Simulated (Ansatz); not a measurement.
**HfO2: density, localisation and related maps**

Input file:

```
crystal:
  lattice:
    - [5.21946336, 0.0, 0.0]
    - [0.0, 5.00476369, 0.0]
    - [0.0, 0.0, 5.03268505]
  atoms:
    - { symbol: Hf, position: [0.966994, 0.73252082, 0.74144035] }
    - { symbol: Hf, position: [0.533006, 0.73252082, 0.24144035] }
    - { symbol: Hf, position: [0.466994, 0.26747918, 0.74144035] }
    - { symbol: Hf, position: [0.033006, 0.26747918, 0.24144035] }
    - { symbol: O, position: [0.63212745, 0.9286454, 0.87926726] }
    - { symbol: O, position: [0.86787255, 0.9286454, 0.37926726] }
    - { symbol: O, position: [0.23394852, 0.53988305, 0.49229239] }
    - { symbol: O, position: [0.26605148, 0.53988305, 0.99229239] }
    - { symbol: O, position: [0.76605148, 0.46011695, 0.99229239] }
    - { symbol: O, position: [0.73394852, 0.46011695, 0.49229239] }
    - { symbol: O, position: [0.13212745, 0.0713546, 0.87926726] }
    - { symbol: O, position: [0.36787255, 0.0713546, 0.37926726] }
hamiltonian:
  xc: pbe
  pseudopotentials: { kind: paw }
kpoints:
  mp_grid: { grid: [4, 5, 4] }
scf:
  occupations: { method: fermi_dirac, width: 0.05 }
output:
  forces: true
  stress: true
  eigenvalues: true
  write_density: true
  write_potential: true
  elf: true
  volumetric_format: npy
relax:
  f_tol: 0.01
  max_steps: 40
  cell: { stress_tol: 0.05, p_target: 2.0 }
```

Command:

```sh
ansatz run input.yaml --threads 4 --pin off --max-ram 11264MiB --backend cpu --events-out ev --progress --plain --runs-dir out
```

Below, planes, directions and counts refer to the conventional cell (a = 5.27 Å, b = 5.05 Å, c = 5.08 Å, α = 90.00°, β = 90.00°, γ = 90.00°).

The fields are those of the run's last geometry, not of the input's.

Space group Pca2₁; a structure from a database of computed crystals, not necessarily the ambient phase; computed pressure about 2 GPa in this cell.

Method: Ansatz 0.2.0, Kohn-Sham DFT of a periodic cell, PBE, Ansatz PAW.

Core electrons are frozen (PAW), and the valence fields are smoothed inside the atomic spheres.

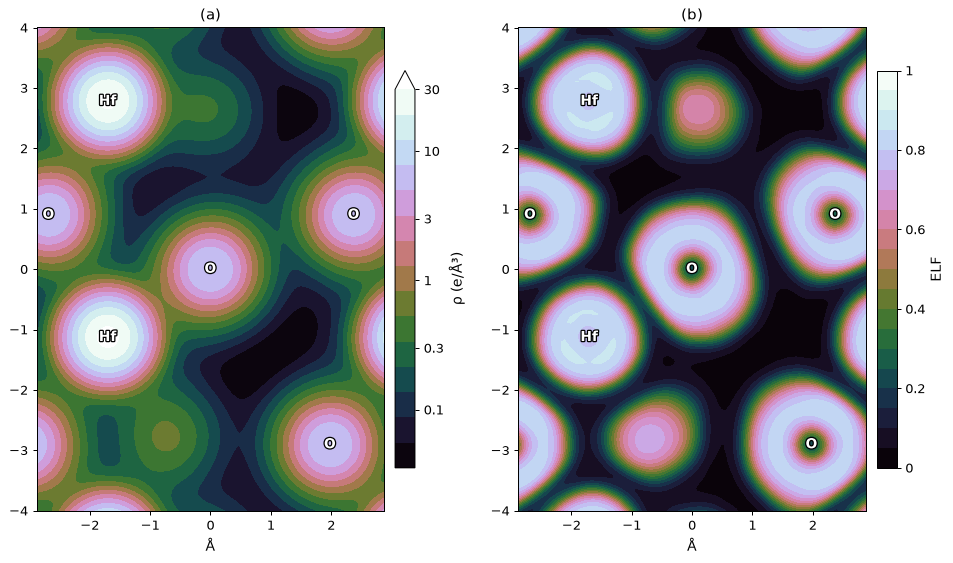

Figure 1. (a) valence charge density (pseudo); (b) ELF on the (101̄) plane of the conventional cell.

What does the map show?

Answer. The section cuts through Hf and O sites.
Atoms just off the plane (O, 0.9 Å away) can leave unmarked features too.
Hf–O (2.04 Å): the density is about 0.87 e/Å³ at the midpoint; the ELF peaks at about 0.85 in the valence shell of O, 0.6 Å from its nucleus, and drops to about 0.20 between the two atoms; no shared electron pair shows on this line.
Hf–O (2.13 Å): the density is about 0.69 e/Å³ at the midpoint; the ELF peaks at about 0.85 in the valence shell of O, 0.6 Å from its nucleus, and drops to about 0.20 between the two atoms; no shared electron pair shows on this line.
Hf–O (2.26 Å): the density is about 0.48 e/Å³ at the midpoint; the ELF peaks at about 0.85 in the valence shell of O, 0.6 Å from its nucleus, and drops to about 0.15 between the two atoms: no localised pair shows between them.
Between the atoms the lowest density in this plane is 0.04 e/Å³.
The features right at Hf lie inside the PAW spheres, where the map follows smoothed inner orbitals and isn't to be read closely.

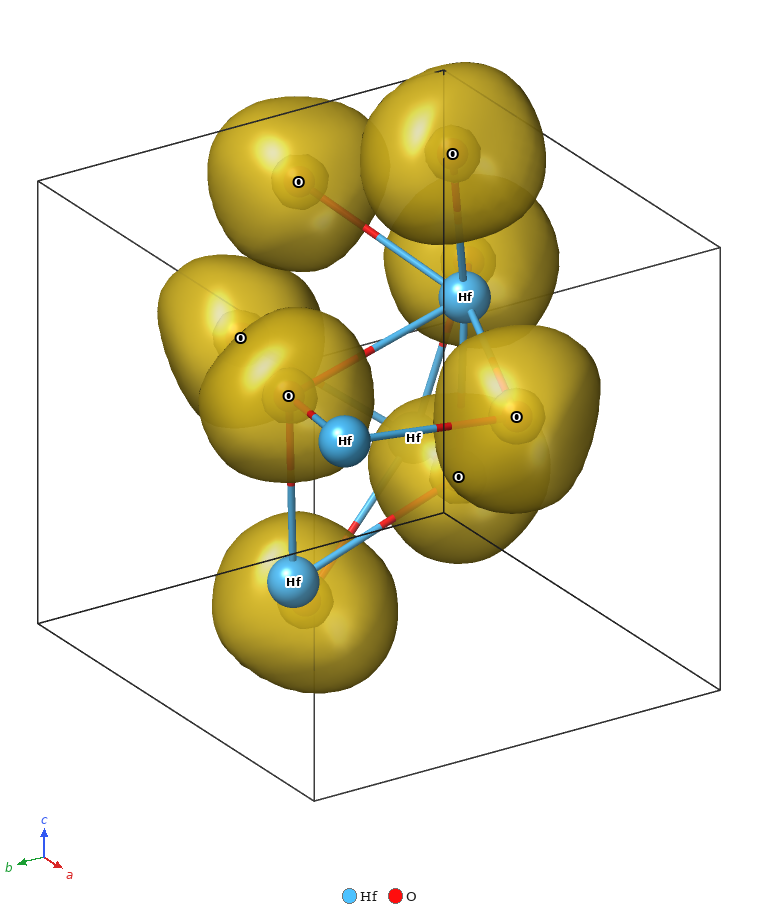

Figure 2. Isosurface of the electron localisation function at 0.6 (yellow), seen at an oblique angle. Core shells and regions of very low density are left out. Sticks mark near contacts.

Where are the electrons localised?

Answer. The ELF exceeds this value in eight regions wrapped around O (the valence shell of each), counted in one cell of 12 atoms. Any copies at cell faces, edges or corners count once.

Does the calculation give a band gap?

Answer. It is gapped, with a Kohn–Sham gap of 4.4 eV on the k-point mesh, an upper bound to the gap of this method.
